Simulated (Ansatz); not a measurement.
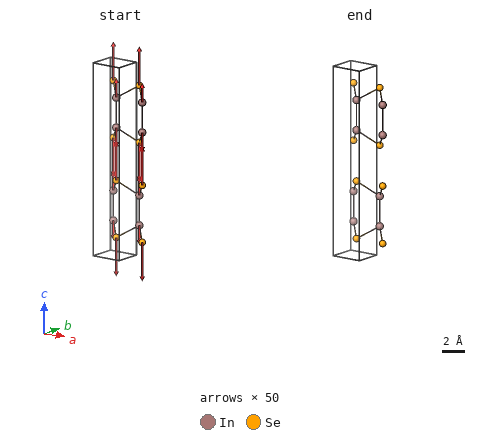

The structure of a crystal of InSe (set up in P6_3/mmc) before (left) and after (right) a relaxation, at one scale. The red arrows give the displacements (the part carried along by the change of the cell is left out), 50 times their true length.

Style: ball-and-stick. Shown: the cell of the calculation, repeated 2 × 1 × 1 with one cell outlined, slightly off an axis.

Method: DFT PBE, scalar-relativistic, plane waves, PAW in Ansatz 0.2.0.

The input:
```yaml
crystal:
  lattice:
    - [4.0362225863, 0.0, 0.0]
    - [-2.0181112931, 3.495471295, 0.0]
    - [0.0, 0.0, 18.026135114]
  atoms:
    - { symbol: In, position: [0.3333333333, 0.6666666667, 0.1724674677] }
    - { symbol: In, position: [0.6666666667, 0.3333333333, 0.6724674677] }
    - { symbol: In, position: [0.3333333333, 0.6666666667, 0.3275325323] }
    - { symbol: In, position: [0.6666666667, 0.3333333333, 0.8275325323] }
    - { symbol: Se, position: [0.3333333333, 0.6666666667, 0.6023185495] }
    - { symbol: Se, position: [0.6666666667, 0.3333333333, 0.1023185495] }
    - { symbol: Se, position: [0.3333333333, 0.6666666667, 0.8976814505] }
    - { symbol: Se, position: [0.6666666667, 0.3333333333, 0.3976814505] }
basis:
  ecutwfc: 420
kpoints:
  mp_grid: { grid: [12, 12, 2] }
hamiltonian:
  xc: pbe
scf:
  occupations: { method: gaussian, width: 0.02 }
output:
  forces: true
  stress: true
  eigenvalues: true
  write_density: true
  write_potential: true
  elf: true
  volumetric_format: npy
relax:
  adjacent_minimum: "off"
  f_tol: 0.01
  max_steps: 30
  cell: { stress_tol: 0.1, fix: [volume] }
```

Launched with:
```bash
ansatz run input.yaml --threads 1 --pin off --max-ram 2560MiB --backend cpu --events-out ev --progress --plain --runs-dir out
```

> Describe what moved and what it gained.

The energy falls by 3.7 meV per atom in 2 accepted moves (4 points after the start). Largest force component: 0.23 eV/Å at the start, 0.0072 eV/Å at the end. The pressure goes from 1.53 to 0.38 GPa. The line search rejected the trial step at point 1 of the run. The SCF was repeated once at an unchanged geometry on a basis and grid sized afresh for the cell, which shifted the energy by less than 0.05 meV per atom at most. The largest moves relative to the cell, 0.073 Å, are those of Se5, Se6, Se7 and Se8. Se7 goes along +c. Largest moves by element: Se 0.073 Å, In 0.037 Å. The drawn cell changes at constant volume: a = b 4.036 → 4.072 Å (+0.9 %), c 18.026 → 17.712 Å (−1.7 %). Some distances before and after: In1–In3 2.795 → 2.820 Å, In1–Se6 2.651 → 2.676 Å. The space group stays P6_3/mmc (No. 194). Cost: 3 min on 1 thread of Intel(R) Xeon(R) Platinum 8375C CPU @ 2.90GHz (Ice Lake), with other jobs on the host, peak memory 0.86 GiB.

Limits of the set-up: layers or molecules are held without a dispersion correction, so their spacing is unreliable.
